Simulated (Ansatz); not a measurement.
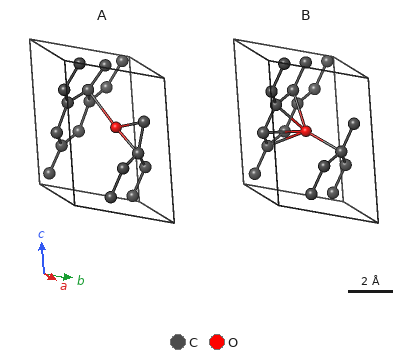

Two geometries of a defect cell of composition C18O (coarse preliminary run), drawn at one scale. One is the start of a relaxation, the other its converged end. The picture is a ball-and-stick view of the cell of the calculation (origin shifted), seen slightly off an axis.

Level of theory: DFT PBE+D3(BJ), scalar-relativistic, plane waves, PAW (Ansatz). (plane-wave cutoff 420 eV; k-point mesh 1 × 1 × 1; occupations gaussian; smearing width 0.01 eV; no spin polarisation; atoms relaxed in a fixed cell; force threshold 0.025 eV/Å; at most 45 steps)

> Which geometry has the lower energy?

Structure A is the relaxed one. Case: O interstitial, charge +0, atoms relaxed at the host's cell. Over 13 accepted moves (15 points after the start) the energy falls by 3.036 eV per cell of the calculation. Largest force component: 3.9 eV/Å at the start, 0.02 eV/Å at the end. The line search rejected the trial steps at points 9, 11 of the run. The largest move is that of the O atom, 0.66 Å roughly along [1 2 1]. By element the largest moves are O 0.66 Å, C 0.31 Å. The cell stays as it was. Some distances before and after: C–O 2.330 → 1.415 Å, C–O 1.969 → 2.714 Å, C–O 2.125 → 2.833 Å, C–O 1.903 → 2.513 Å. New bonds form: C–O (2.33 → 1.41 Å). Bond angles that change, for instance: C–C–C 120.0° → 123.4°, C–C–C 120.0° → 117.1°, C–C–C 120.0° → 117.7°. The run took 6.5 s on 4 threads of Arm Neoverse V2, on a shared host, peak memory 0.31 GiB.

Limits of the set-up: the periodic images lie only 5.1 Å apart, so the values are limited by the cell's size.
